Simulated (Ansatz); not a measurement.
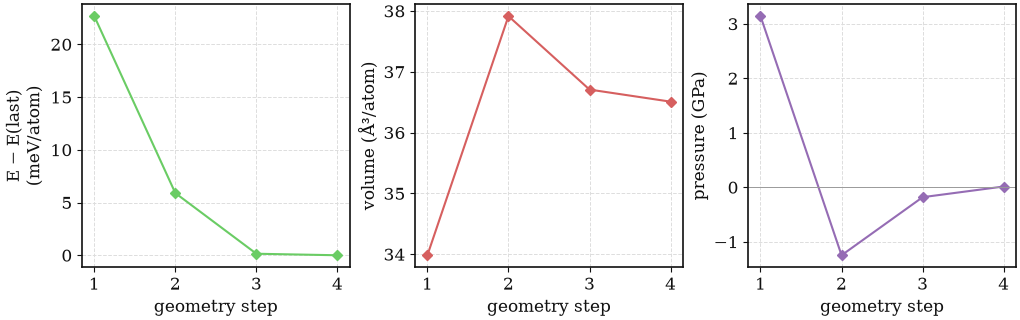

History of a geometry optimisation. Atoms and cell relax. A closing SCF on a freshly chosen basis isn't drawn.

InSb (F-43m, 2 atoms in the cell); DFT PBE, scalar-relativistic, plane waves, PAW (Ansatz); cutoff 420 eV, 12×12×12 k-mesh, Gaussian smearing of 0.1 eV.

**How did it end, and what did it gain?**

The optimisation met its thresholds at geometry 4, counting the start as the first. The energy fell by about 23 meV/atom from the first step to the last. All forces vanish by symmetry, so only the cell moves.

**Was the starting cell too large or too small?**

The volume grows from 34.0 to 36.5 Å³ per atom (+7 %), overshooting to 37.9 at step 2, as the pressure goes from 3.1 GPa to about 0 GPa. The start was compressed.
